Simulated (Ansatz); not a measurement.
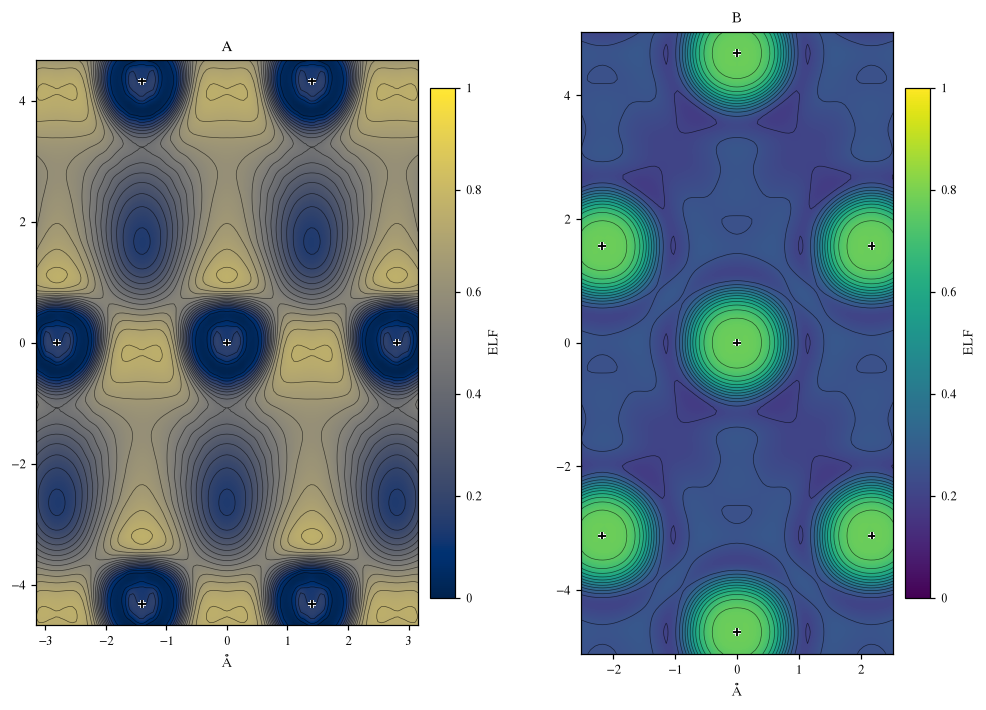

The electron localisation function of 2 systems, each on a plane through atoms (crosses mark nuclei in the plane).

Computed with Ansatz 0.2.0, DFT, r2SCAN, plane waves (500 eV) with PAW, fully relativistic with spin-orbit coupling.

System 1: Rh, the (110) plane of the conventional cell. Space group P6₃/mmc; set up as Rh, hcp; a generated structure, not necessarily the stable one.

```yaml
crystal:
  lattice:
    - [2.70351, 0.00000, 0.00000]
    - [-1.35176, 2.34131, 0.00000]
    - [0.00000, 0.00000, 4.35688]
  atoms:
    - { symbol: Rh, position: [0.33333, 0.66667, 0.25000] }
    - { symbol: Rh, position: [0.66667, 0.33333, 0.75000] }
```

System 2: Al, the (001) plane of the conventional cell. Space group C2/c; set up as Al, beta-Sn type; a generated structure, not necessarily the stable one.

Which map belongs to which system?

Panel A is system 2, Al: the plane holds Al. Al–Al (2.81 Å): the ELF peaks at about 0.75 between the atoms. Panel B is system 1, Rh: the plane holds Rh. Rh–Rh (2.68 Å): the ELF is about 0.25 at the midpoint; no localised pair shows between them.
